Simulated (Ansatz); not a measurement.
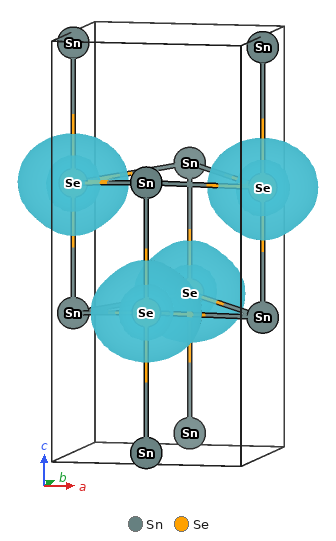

Figure. Sn2Se. Isosurface of the electron localisation function at 0.7 (cyan), seen at an oblique angle. Core shells and regions of very low density are left out. Sticks mark near contacts.

Space group P4/nmm; a structure generated by program, which may or may not match a known phase.

Computed with DFT PBE, scalar-relativistic, plane waves, PAW in Ansatz.

Core electrons are frozen (PAW), and the valence fields are smoothed inside the atomic spheres.

Where are the electrons localised?

The ELF exceeds this value in two regions wrapped around Se (the valence shell of each), counted in one cell of 6 atoms. Any copies at cell faces, edges or corners count once. Along the contacts the grid gives the following. Sn–Se (2.87 Å): the ELF is about 0.50 at the midpoint. Sn–Se (3.03 Å): the ELF is about 0.40 at the midpoint and 0.30 at its lowest between the atoms.

Does the calculation make it a metal, or give it a gap?

It is gapless in this calculation (a metal or semimetal).
